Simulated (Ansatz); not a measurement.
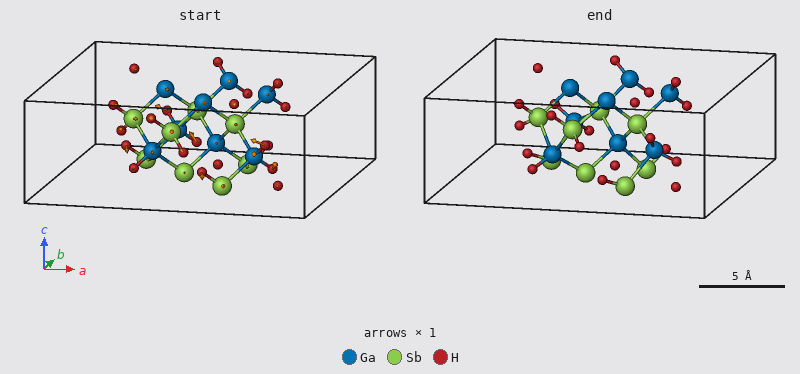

The structure of a wire of composition Ga4Sb4H9 before (left) and after (right) a relaxation, at one scale. The orange arrows give the displacements (the part carried along by the change of the cell is left out), at their true length.

Style: ball-and-stick. Shown: the cell of the calculation, with the vacuum cut short (origin shifted), slightly off an axis.

Case: wire along [0 0 1], 16 atoms a period, capped with H.

These are results of DFT PBE, scalar-relativistic, plane waves, PAW in Ansatz, not measurements. (plane-wave cutoff 420 eV; k-point mesh 1 × 1 × 9; occupations gaussian; smearing width 0.05 eV; no spin polarisation; cell relaxed at fixed a, b, alpha, beta, gamma; force threshold 0.02 eV/Å; at most 45 steps)

**Summarise the run.**

The largest moves relative to the centre of the atoms, 1.04 Å, are those of H atoms. By element the largest moves are H 1.04 Å, Ga 0.47 Å, Sb 0.32 Å. Along the periodic axis the drawn cell goes c 6.214 → 6.376 Å (+2.6 %). Some distances before and after: Ga–Sb 2.691 → 2.765 Å, Ga–Sb 2.691 → 2.636 Å, Ga–Sb 2.691 → 2.732 Å, Ga–Sb 2.691 → 2.663 Å. Bond angles that change, for instance: Sb–Ga–Sb 109.5° → 93.4°, H–Ga–H 109.5° → 125.5°, H–Ga–H 109.5° → 124.9°. Over 13 accepted moves (14 points after the start) the energy falls by 1.515 eV per cell of the calculation. Largest force component: 0.87 eV/Å at the start, 0.0076 eV/Å at the end. The SCF was repeated once at an unchanged geometry on a basis and grid sized afresh for the cell, which shifted the energy by 8.6 meV per cell of the calculation at most. Cost: 7.4 min on 4 threads of AMD EPYC 9R45 96-Core Processor (Zen 5), on a shared host, peak memory 6.5 GiB.
